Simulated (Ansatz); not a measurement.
## W16S33: geometry relaxation (part 1 of 4)

- system: W16S33 (defect cell, 49 atoms in the cell)
- method: DFT PBE, scalar-relativistic, plane waves, PAW, no spin polarisation (Ansatz 0.2.0)

The structure derives from a Materials Project entry. It belongs to a series of runs on one base structure; here: S interstitial, charge +0, atoms relaxed at the host's cell.

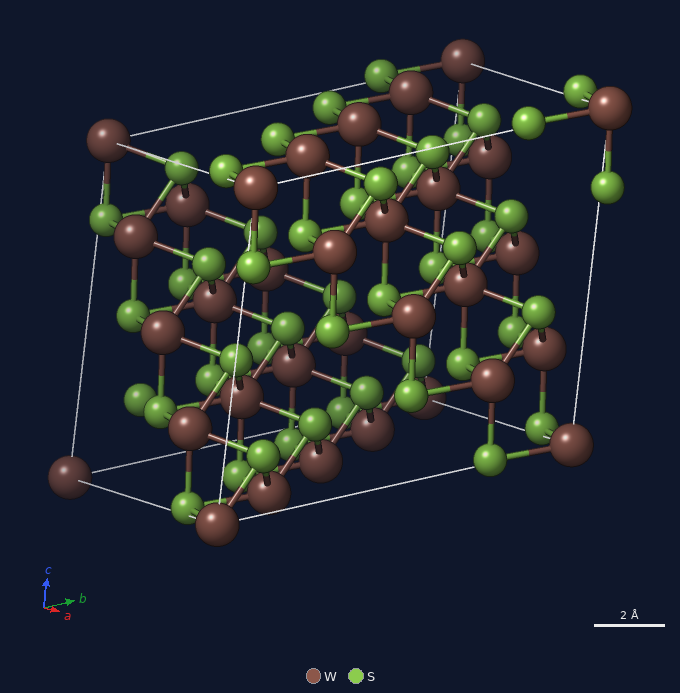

Figure 1. The input geometry (ball-and-stick view of the cell of the calculation, seen slightly off an axis).

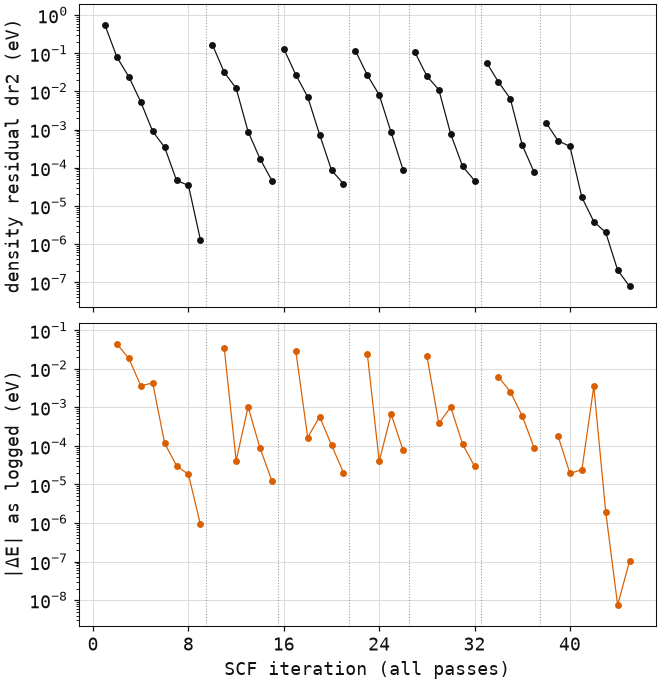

Figure 2. Convergence of the self-consistent field: density residual dr2 and size of the energy change against the SCF iteration. The dotted lines part the SCF passes of the relaxation: geometry steps, rejected trials and re-solves on a re-selected basis. The 7 passes take 5 to 9 iterations each, 45 in all.

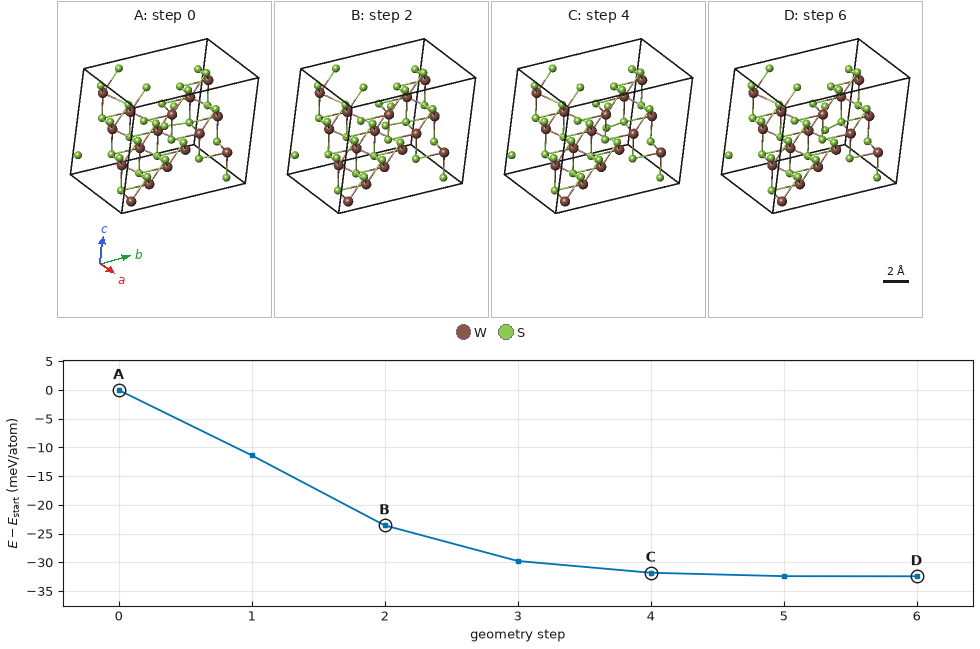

Figure 3. Frames of the relaxation (ball-and-stick view of the cell of the calculation (origin shifted), seen slightly off an axis) above the curves, on which the letters mark them (the first geometry is step 0 here and step 1 in the log).

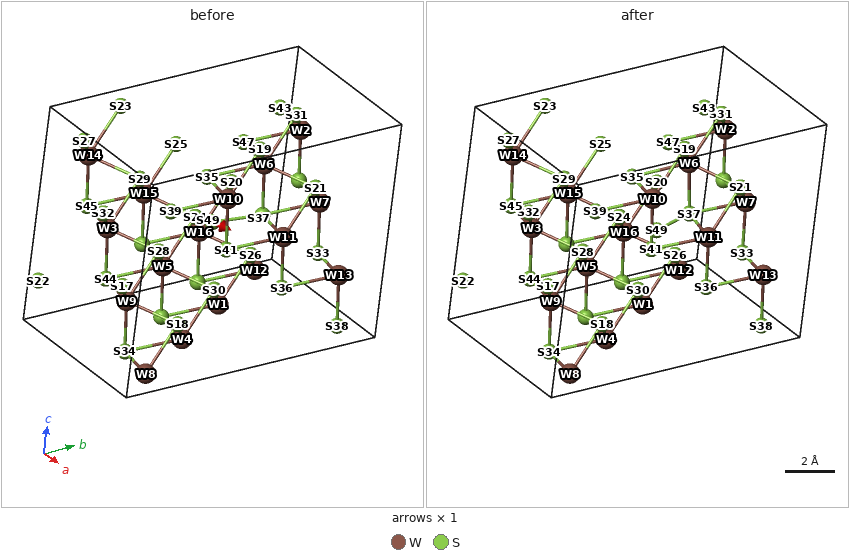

Figure 4. Before (left) and after (right) the relaxation, at one scale (ball-and-stick view of the cell of the calculation (origin shifted), seen slightly off an axis). The red arrows give the displacements, at true length. S49 moves most: 0.89 Å. By element the largest moves are S 0.89 Å, W 0.07 Å. The cell stays as it was. Distances before and after: S37–S49 2.512 → 1.940 Å, W11–S37 2.420 → 2.396 Å, W11–S21 2.420 → 2.433 Å, W11–S20 2.420 → 2.411 Å. Among the angles that change: W6–S37–S49 114.5° → 128.1°, W7–S37–S49 136.8° → 128.4°, S21–W6–S37 81.0° → 77.6°. The energy falls by 32.4 meV per atom in 6 geometry steps. The largest force component goes from 2.8 to 0.01 eV/Å. (Atoms are counted from 1 in the order of the input.)

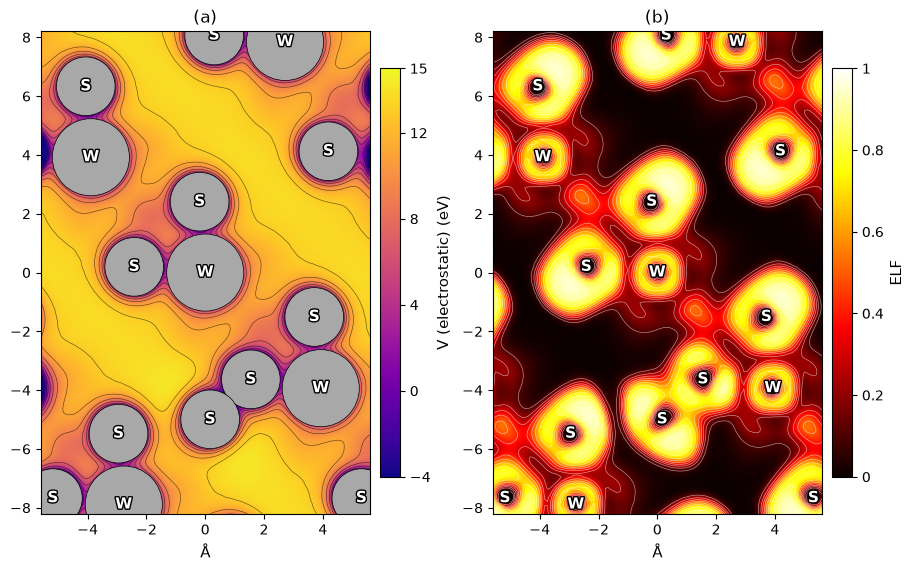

Figure 5. (a) electrostatic potential energy of an electron; (b) ELF on the (011̄) plane of the calculation cell. Grey discs, where drawn, cover atomic cores. The plane passes through W and S nuclei. S–S (1.94 Å): the ELF peaks at about 0.85 between the atoms (a covalent bond). W–S (2.42 Å): the ELF is about 0.50 at the midpoint. The ELF has a maximum of about 0.55 in the space between the atoms. The strong features right at W lie inside the PAW spheres (semicore, d or f shells) and say nothing about bonding. Outside the cores the potential energy rises away from the atoms and is highest about 1.9 Å from the nearest atoms; outside the discs it spans about 18 eV, and its zero is arbitrary. In a PAW calculation such maps are meaningful between the atoms, not at the nuclei.

These pictures come from the run below.

### Input file
```yaml
crystal:
  lattice:
    - [6.375494673, 3.6808935657, 7.4744489262]
    - [-6.375494673, 3.6808935657, 7.4744489262]
    - [0.0, -7.3617871314, 7.4744489262]
  atoms:
    - { symbol: W, position: [0.0006774492, 0.2506774492, 0.7506774492] }
    - { symbol: W, position: [0.0006774492, 0.5006774492, 0.5006774492] }
    - { symbol: W, position: [0.0006774492, 0.7506774492, 0.2506774492] }
    - { symbol: W, position: [0.2506774492, 0.0006774492, 0.7506774492] }
    - { symbol: W, position: [0.0006774492, 0.0006774492, 0.0006774492] }
    - { symbol: W, position: [0.2506774492, 0.2506774492, 0.5006774492] }
    - { symbol: W, position: [0.2506774492, 0.5006774492, 0.2506774492] }
    - { symbol: W, position: [0.5006774492, 0.7506774492, 0.7506774492] }
    - { symbol: W, position: [0.2506774492, 0.7506774492, 0.0006774492] }
    - { symbol: W, position: [0.5006774492, 0.0006774492, 0.5006774492] }
    - { symbol: W, position: [0.5006774492, 0.2506774492, 0.2506774492] }
    - { symbol: W, position: [0.7506774492, 0.5006774492, 0.7506774492] }
    - { symbol: W, position: [0.5006774492, 0.5006774492, 0.0006774492] }
    - { symbol: W, position: [0.7506774492, 0.7506774492, 0.5006774492] }
    - { symbol: W, position: [0.7506774492, 0.0006774492, 0.2506774492] }
    - { symbol: W, position: [0.7506774492, 0.2506774492, 0.0006774492] }
    - { symbol: S, position: [0.4040742748, 0.6540742748, 0.1540742748] }
    - { symbol: S, position: [0.4040742748, 0.9040742748, 0.9040742748] }
    - { symbol: S, position: [0.4040742748, 0.1540742748, 0.6540742748] }
    - { symbol: S, position: [0.6540742748, 0.4040742748, 0.1540742748] }
    - { symbol: S, position: [0.4040742748, 0.4040742748, 0.4040742748] }
    - { symbol: S, position: [0.6540742748, 0.6540742748, 0.9040742748] }
    - { symbol: S, position: [0.6540742748, 0.9040742748, 0.6540742748] }
    - { symbol: S, position: [0.9040742748, 0.1540742748, 0.1540742748] }
    - { symbol: S, position: [0.6540742748, 0.1540742748, 0.4040742748] }
    - { symbol: S, position: [0.9040742748, 0.4040742748, 0.9040742748] }
    - { symbol: S, position: [0.9040742748, 0.6540742748, 0.6540742748] }
    - { symbol: S, position: [0.1540742748, 0.9040742748, 0.1540742748] }
    - { symbol: S, position: [0.9040742748, 0.9040742748, 0.4040742748] }
    - { symbol: S, position: [0.1540742748, 0.1540742748, 0.9040742748] }
    - { symbol: S, position: [0.1540742748, 0.4040742748, 0.6540742748] }
    - { symbol: S, position: [0.1540742748, 0.6540742748, 0.4040742748] }
    - { symbol: S, position: [0.263948276, 0.513948276, 0.013948276] }
    - { symbol: S, position: [0.263948276, 0.763948276, 0.763948276] }
    - { symbol: S, position: [0.263948276, 0.013948276, 0.513948276] }
    - { symbol: S, position: [0.513948276, 0.263948276, 0.013948276] }
    - { symbol: S, position: [0.263948276, 0.263948276, 0.263948276] }
    - { symbol: S, position: [0.513948276, 0.513948276, 0.763948276] }
    - { symbol: S, position: [0.513948276, 0.763948276, 0.513948276] }
    - { symbol: S, position: [0.763948276, 0.013948276, 0.013948276] }
    - { symbol: S, position: [0.513948276, 0.013948276, 0.263948276] }
    - { symbol: S, position: [0.763948276, 0.263948276, 0.763948276] }
    - { symbol: S, position: [0.763948276, 0.513948276, 0.513948276] }
    - { symbol: S, position: [0.013948276, 0.763948276, 0.013948276] }
    - { symbol: S, position: [0.763948276, 0.763948276, 0.263948276] }
    - { symbol: S, position: [0.013948276, 0.013948276, 0.763948276] }
    - { symbol: S, position: [0.013948276, 0.263948276, 0.513948276] }
    - { symbol: S, position: [0.013948276, 0.513948276, 0.263948276] }
    - { symbol: S, position: [0.125, 0.125, 0.21875] }
  host:
    lattice:
      - [1.5938736683, 0.9202233914, 7.4744489262]
      - [-1.5938736683, 0.9202233914, 7.4744489262]
      - [0.0, -1.8404467828, 7.4744489262]
    atoms:
      - { symbol: W, position: [0.0006774492, 0.0006774492, 0.0006774492] }
      - { symbol: S, position: [0.4040742748, 0.4040742748, 0.4040742748] }
      - { symbol: S, position: [0.263948276, 0.263948276, 0.263948276] }
basis:
  ecutwfc: 420
  xc_grid: 2
kpoints:
  mp_grid: { grid: [2, 2, 2], shift: [0.5, 0.5, 0.5] }
hamiltonian:
  xc: pbe
scf:
  occupations: { method: gaussian, width: 0.01 }
output:
  forces: true
  stress: false
  eigenvalues: true
  charged_corrections:
    defect_position: [0.125, 0.125, 0.21875]
    epsilon: [[11.5894, 0.0, 0.0], [0.0, 11.5894, 0.0], [0.0, 0.0, 3.2073]]
  write_density: true
  write_potential: true
  elf: true
  volumetric_format: npy
relax:
  adjacent_minimum: "off"
  f_tol: 0.025
  max_steps: 45
```

Command:
```bash
ansatz run input.yaml --threads 4 --pin off --max-ram 6144MiB --backend cpu --events-out ev --progress --plain --runs-dir out
```

### Log
```
Engine: ansatz 0.2.0, aarch64-unknown-linux-gnu
Pseudopotentials: kind: paw
Pseudopotential: W, paw, valence charge 14, recommended cutoff 420 eV (normal), W.paw.azcp
Pseudopotential: S, paw, valence charge 6, recommended cutoff 420 eV (normal), S.paw.azcp
Functional definition: PBE
  parameter kappa = 0.804
  parameter beta = 0.06672455060314922
  exchange = pbe_x(kappa = kappa, mu = beta*pi^2/3)
  correlation = pbe_c(beta = beta)
Crystal: 49 atoms, lattice volume = 1052.441 Å³
Basis set: ecut = 420 eV, 20557 PW (Γ), exchange–correlation on 144×144×144 points (8 copies of the dense FFT grid, shifted against one another)
Bands: 260, of which v1, the nominal top of the filled ones, is band 211 counted from 1 (210 counted from 0)
Symmetry: 2 space group operations
Space group: Cm (ITA 8), of the structure as read, at distance tolerance 1.0e-4 Å
k-points: 3 of 8 (time reversal used)
Non-local potential: W, projectors of the file, l = 0: 3, l = 1: 2, l = 2: 2, l = 3: 1
Non-local potential: S, projectors of the file, l = 0: 2, l = 1: 2, l = 2: 2
PAW form: soft (Blöchl's): semilocal exchange-correlation on the pseudo side does not see the compensation charge
PAW one-centre angular grid: W, 590 points (default); XC on 64 Gauss nodes
PAW one-centre angular grid: S, 110 points (default); XC on 64 Gauss nodes
Initial density: superposition of atomic densities (neutral atoms: chi_scale 0, normalization atom), corrected by the library's trained network
Initial wavefunctions: pseudopotential atomic-orbital guess
Functional: x = pbe(κ = 0.804, μ = 0.2195149727645171), c = pbe(β = 0.06672455060314922)
SCF iter   1: F=—  HF=-195962.051960 eV  |F-HF|=—  |Δ(HF+E_count)|=         —  Δρ=6.65e-3  dr2=5.44e-1  ethr=1.77e-3  ⟨swp⟩=7.0  Hψ=3160  notcnv=0  defer=80
preconditioner: auto → Resta (q_TF=auto, 2.343 Å⁻¹)  ε∞=6.7  [insulator: Δε(μ)=0.394 eV  Ē_g=8.228 eV  σ=0.010 eV  W_gap=1.00  n_scr=226 (ndim 8)  ℏωp=19.6 eV  f_vac=0.174  D(μ)=0.00/eV (n_scr^D=0)  ε∞_Penn≈6.7]
SCF iter   2: F=—  HF=-195962.007722 eV  |F-HF|=—  |Δ(HF+E_count)|=   4.42e-2  Δρ=3.34e-3  dr2=7.92e-2  ethr=1.29e-4  ⟨swp⟩=2.0  Hψ=1263  notcnv=0  defer=126
SCF iter   3: F=—  HF=-195962.026189 eV  |F-HF|=—  |Δ(HF+E_count)|=   1.85e-2  Δρ=1.37e-3  dr2=2.42e-2  ethr=1.88e-5  ⟨swp⟩=2.7  Hψ=1112  notcnv=0  defer=126
SCF iter   4: F=—  HF=-195962.029805 eV  |F-HF|=—  |Δ(HF+E_count)|=   3.62e-3  Δρ=4.42e-4  dr2=5.29e-3  ethr=5.74e-6  ⟨swp⟩=3.0  Hψ=1025  notcnv=0  defer=126
SCF iter   5: F=—  HF=-195962.034097 eV  |F-HF|=—  |Δ(HF+E_count)|=   4.29e-3  Δρ=2.02e-4  dr2=8.97e-4  ethr=1.25e-6  ⟨swp⟩=2.0  Hψ=1125  notcnv=0  defer=126
SCF iter   6: F=—  HF=-195962.034215 eV  |F-HF|=—  |Δ(HF+E_count)|=   1.18e-4  Δρ=1.10e-4  dr2=3.44e-4  ethr=2.13e-7  ⟨swp⟩=3.0  Hψ=1002  notcnv=0  defer=126
SCF iter   7: F=—  HF=-195962.034246 eV  |F-HF|=—  |Δ(HF+E_count)|=   3.07e-5  Δρ=3.99e-5  dr2=4.65e-5  ethr=8.15e-8  ⟨swp⟩=2.0  Hψ=999  notcnv=0  defer=126
SCF iter   8: F=—  HF=-195962.034264 eV  |F-HF|=—  |Δ(HF+E_count)|=   1.82e-5  Δρ=3.28e-5  dr2=3.42e-5  ethr=3.70e-9  ⟨swp⟩=20.3  Hψ=8734  notcnv=0
SCF iter   9: F=-195962.034266 eV  HF=-195962.034265 eV  |F-HF|=9.70e-7  |Δ(HF+E_count)|=   9.21e-7  Δρ=7.93e-6  dr2=1.29e-6  ethr=3.70e-9  ⟨swp⟩=11.3  Hψ=6919  notcnv=0
SCF 1 converged in 9 iterations: F = -195962.034266 eV  dr2 = 1.29e-6
  greatest PAW one-centre occupation: 1.000 electrons in one spin orbital (limit 2), on the W atom at site 9 (counted from 0), in its partial waves of l = 0
relax step   1: F+E_penalty+E_count = -195962.03426577 eV  Δ(F+E_penalty+E_count) = +0.000e0 eV  max|allowed force component| = 2.808e0 eV/Å  Δτ_max = 0.0000 Å  (9 SCF iters, dr2 threshold 1.56e-5 eV, accepted)
Initial density: handed on by an earlier stage of this run
Initial wavefunctions: those handed on with the density
iter 1 solved again at ethr=4.03e-5 eV; its pass at ethr=3.10e-3 eV (dr2=1.70e-1 eV) is discarded
SCF iter   1: F=—  HF=-195962.625920 eV  |F-HF|=—  |Δ(HF+E_count)|=         —  Δρ=4.57e-3  dr2=1.70e-1  ethr=4.03e-5  ⟨swp⟩=2.0  Hψ=2743  notcnv=0  defer=126
preconditioner: auto → Resta (q_TF=auto, 2.343 Å⁻¹)  ε∞=6.6  [insulator: Δε(μ)=0.782 eV  Ē_g=8.261 eV  σ=0.010 eV  W_gap=1.00  n_scr=226 (ndim 8)  ℏωp=19.6 eV  f_vac=0.172  D(μ)=0.00/eV (n_scr^D=0)  ε∞_Penn≈6.6]
SCF iter   2: F=—  HF=-195962.591558 eV  |F-HF|=—  |Δ(HF+E_count)|=   3.44e-2  Δρ=2.23e-3  dr2=3.18e-2  ethr=4.03e-5  ⟨swp⟩=3.0  Hψ=1118  notcnv=0  defer=126
SCF iter   3: F=—  HF=-195962.591599 eV  |F-HF|=—  |Δ(HF+E_count)|=   4.10e-5  Δρ=6.93e-4  dr2=1.21e-2  ethr=7.54e-6  ⟨swp⟩=3.0  Hψ=1242  notcnv=0  defer=126
SCF iter   4: F=—  HF=-195962.590567 eV  |F-HF|=—  |Δ(HF+E_count)|=   1.03e-3  Δρ=2.69e-4  dr2=8.88e-4  ethr=2.87e-6  ⟨swp⟩=2.3  Hψ=982  notcnv=0  defer=126
SCF iter   5: F=—  HF=-195962.590656 eV  |F-HF|=—  |Δ(HF+E_count)|=   8.84e-5  Δρ=8.86e-5  dr2=1.72e-4  ethr=2.10e-7  ⟨swp⟩=2.0  Hψ=1044  notcnv=0  defer=126
SCF iter   6: F=-195962.590656 eV  HF=-195962.590668 eV  |F-HF|=1.24e-5  |Δ(HF+E_count)|=   1.24e-5  Δρ=3.99e-5  dr2=4.60e-5  ethr=2.37e-8  ⟨swp⟩=20.0  Hψ=8492  notcnv=0
SCF 2 converged in 6 iterations: F = -195962.590656 eV  dr2 = 4.60e-5
  greatest PAW one-centre occupation: 1.000 electrons in one spin orbital (limit 2), on the W atom at site 15 (counted from 0), in its partial waves of l = 0
relax step   2: F+E_penalty+E_count = -195962.59065565 eV  Δ(F+E_penalty+E_count) = -5.564e-1 eV  max|allowed force component| = 2.757e0 eV/Å  Δτ_max = 0.1948 Å  (6 SCF iters, dr2 threshold 1.00e-4 eV, accepted)
SCF iter   1: F=—  HF=-195963.218513 eV  |F-HF|=—  |Δ(HF+E_count)|=         —  Δρ=4.03e-3  dr2=1.31e-1  ethr=3.28e-4  ⟨swp⟩=6.0  Hψ=1942  notcnv=0  defer=127
preconditioner: auto → Resta (q_TF=auto, 2.343 Å⁻¹)  ε∞=6.6  [insulator: Δε(μ)=1.347 eV  Ē_g=8.279 eV  σ=0.010 eV  W_gap=1.00  n_scr=226 (ndim 8)  ℏωp=19.6 eV  f_vac=0.172  D(μ)=0.00/eV (n_scr^D=0)  ε∞_Penn≈6.6]
SCF iter   2: F=—  HF=-195963.188773 eV  |F-HF|=—  |Δ(HF+E_count)|=   2.97e-2  Δρ=1.95e-3  dr2=2.75e-2  ethr=3.10e-5  ⟨swp⟩=3.0  Hψ=1326  notcnv=0  defer=127
SCF iter   3: F=—  HF=-195963.188607 eV  |F-HF|=—  |Δ(HF+E_count)|=   1.65e-4  Δρ=5.56e-4  dr2=7.20e-3  ethr=6.53e-6  ⟨swp⟩=3.3  Hψ=1477  notcnv=0  defer=127
SCF iter   4: F=—  HF=-195963.188036 eV  |F-HF|=—  |Δ(HF+E_count)|=   5.72e-4  Δρ=2.36e-4  dr2=7.40e-4  ethr=1.71e-6  ⟨swp⟩=2.0  Hψ=1042  notcnv=0  defer=127
SCF iter   5: F=—  HF=-195963.188141 eV  |F-HF|=—  |Δ(HF+E_count)|=   1.05e-4  Δρ=6.13e-5  dr2=8.61e-5  ethr=1.75e-7  ⟨swp⟩=2.0  Hψ=1062  notcnv=0  defer=127
SCF iter   6: F=-195963.188141 eV  HF=-195963.188161 eV  |F-HF|=1.96e-5  |Δ(HF+E_count)|=   2.03e-5  Δρ=3.60e-5  dr2=3.79e-5  ethr=2.04e-8  ⟨swp⟩=22.0  Hψ=8951  notcnv=0
SCF 3 converged in 6 iterations: F = -195963.188141 eV  dr2 = 3.79e-5
  greatest PAW one-centre occupation: 1.000 electrons in one spin orbital (limit 2), on the W atom at site 12 (counted from 0), in its partial waves of l = 0
relax step   3: F+E_penalty+E_count = -195963.18814124 eV  Δ(F+E_penalty+E_count) = -5.975e-1 eV  max|allowed force component| = 2.079e0 eV/Å  Δτ_max = 0.1950 Å  (6 SCF iters, dr2 threshold 1.00e-4 eV, accepted)
SCF iter   1: F=—  HF=-195963.517305 eV  |F-HF|=—  |Δ(HF+E_count)|=         —  Δρ=3.91e-3  dr2=1.18e-1  ethr=3.64e-4  ⟨swp⟩=6.0  Hψ=1933  notcnv=0  defer=127
preconditioner: auto → Resta (q_TF=auto, 2.343 Å⁻¹)  ε∞=6.6  [insulator: Δε(μ)=1.710 eV  Ē_g=8.294 eV  σ=0.010 eV  W_gap=1.00  n_scr=226 (ndim 8)  ℏωp=19.6 eV  f_vac=0.172  D(μ)=0.00/eV (n_scr^D=0)  ε∞_Penn≈6.6]
SCF iter   2: F=—  HF=-195963.492408 eV  |F-HF|=—  |Δ(HF+E_count)|=   2.49e-2  Δρ=1.97e-3  dr2=2.68e-2  ethr=2.81e-5  ⟨swp⟩=3.0  Hψ=1357  notcnv=0  defer=127
SCF iter   3: F=—  HF=-195963.492448 eV  |F-HF|=—  |Δ(HF+E_count)|=   3.99e-5  Δρ=5.60e-4  dr2=8.15e-3  ethr=6.35e-6  ⟨swp⟩=3.0  Hψ=1132  notcnv=0  defer=127
SCF iter   4: F=—  HF=-195963.491784 eV  |F-HF|=—  |Δ(HF+E_count)|=   6.64e-4  Δρ=2.27e-4  dr2=8.41e-4  ethr=1.93e-6  ⟨swp⟩=2.0  Hψ=1007  notcnv=0  defer=127
SCF iter   5: F=-195963.491859 eV  HF=-195963.491862 eV  |F-HF|=2.47e-6  |Δ(HF+E_count)|=   7.79e-5  Δρ=6.19e-5  dr2=8.81e-5  ethr=2.37e-8  ⟨swp⟩=20.7  Hψ=8661  notcnv=0
SCF 4 converged in 5 iterations: F = -195963.491859 eV  dr2 = 8.81e-5
relax step   4: F+E_penalty+E_count = -195963.49185947 eV  Δ(F+E_penalty+E_count) = -3.037e-1 eV  max|allowed force component| = 9.894e-1 eV/Å  Δτ_max = 0.2000 Å  (5 SCF iters, dr2 threshold 1.00e-4 eV, accepted)
```
